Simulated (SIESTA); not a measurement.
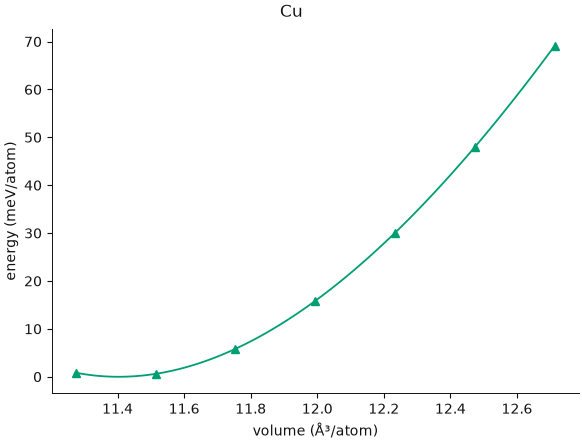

The figure shows the energy against volume for Cu, space group Cmcm (No. 63).

Cell as given: a = 4.159 Å, b = 4.159 Å, c = 2.475 Å, α = 90.00°, β = 90.00°, γ = 145.93°; 2 atoms.

Method: DFT in numerical atomic orbitals with pseudopotentials, no spin polarisation; energies at scaled volumes of the given cell, shape and fractions fixed, counted from the fit's minimum, third-order Birch-Murnaghan fit (SIESTA 5.4.2). Level: LDA.

```tsv
setting	value
k mesh	11×11×11
occupations	Fermi–Dirac
smearing width	0.05 eV
potentials	PseudoDojo 0.4 standard, converted to PSML, two zetas on semicore shells
program settings	basis DZP, mesh cutoff 800 Ry
```

This calculation gives: equilibrium volume 11.40 Å³/atom and bulk modulus 184 GPa.

Now the level changes from LDA to PBEsol. What happens?

The equilibrium volume rises from 11.40 to 11.85 Å³/atom (+3.9 %) and the bulk modulus falls from 184 to 160 GPa (−13 %).

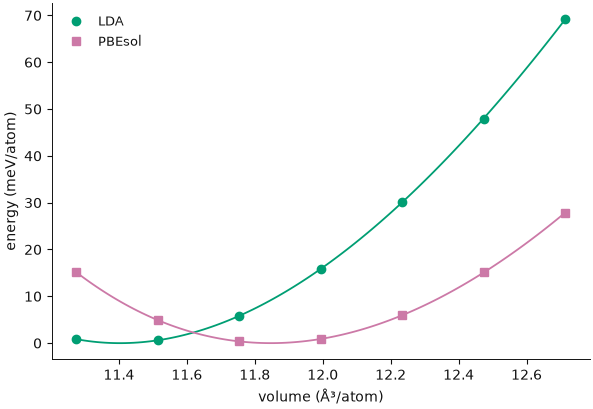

The two results together.

For both, limits of the calculation: mulliken charges of long orbitals; short basis over semicore shells; shape and atomic fractions are frozen while scaling, which makes layered, chain and framework solids too stiff.

V0 and the bulk modulus come from third-order Birch–Murnaghan fits.
